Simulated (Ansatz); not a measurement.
System: zincblende KI, space group F-43m (No. 216), 2 atoms in the primitive cell, relaxed with r2SCAN; cubic a = 7.932 Å. Starting point: HSE06, Ansatz PAW set, no spin polarisation, no spin-orbit coupling, 4×4×4 k mesh, 420 eV cutoff, fixed occupations (Ansatz 0.2.0). Many-body step: G0W0 with empty bands 469, screening cutoff 140 eV and frequency treatment contour deformation.

In HSE06 the smallest gap over these k points is 4.88 eV, with direct gaps of 4.88 eV at Γ, 6.29 eV at X and 6.64 eV at W.

Question: What does G0W0 give?

Answer: Over the k points that were corrected, the smallest gap goes from 4.88 eV in HSE06 (direct at Γ) to 6.86 eV in G0W0 (direct at Γ), a change of +1.98 eV (+41 %). Counted from the valence top, the lowest empty level moves by +1.98 eV at Γ, +2.03 eV at X and +2.07 eV at W; over the 8 points that were corrected the shifts run from +1.98 to +2.12 eV: a spread of 0.14 eV on a mean of 2.04 eV, so one scissor shift describes this level well. The quasiparticle weight (renormalisation factor) lies between 0.83 and 0.89 for the top filled and first empty levels.

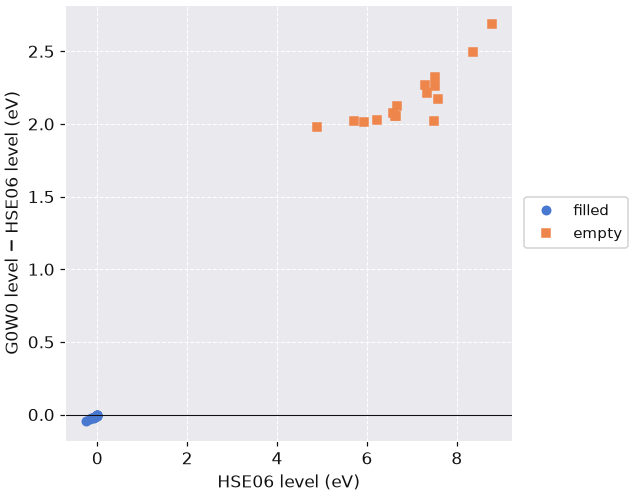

Change of each level from HSE06 to G0W0 against its HSE06 energy, both sets counted from their own valence top.

| k point | HSE06 direct gap (eV) | G0W0 direct gap (eV) |
| --- | --- | --- |
| Γ | 4.88 | 6.86 |
| X | 6.29 | 8.34 |
| W | 6.64 | 8.74 |

Spin-orbit coupling is left out, which matters for I. The PAW data sets were made with another functional. The usual form of KI is rocksalt. Bands, cutoffs and mesh are finite, so these values aren't at the basis limit.
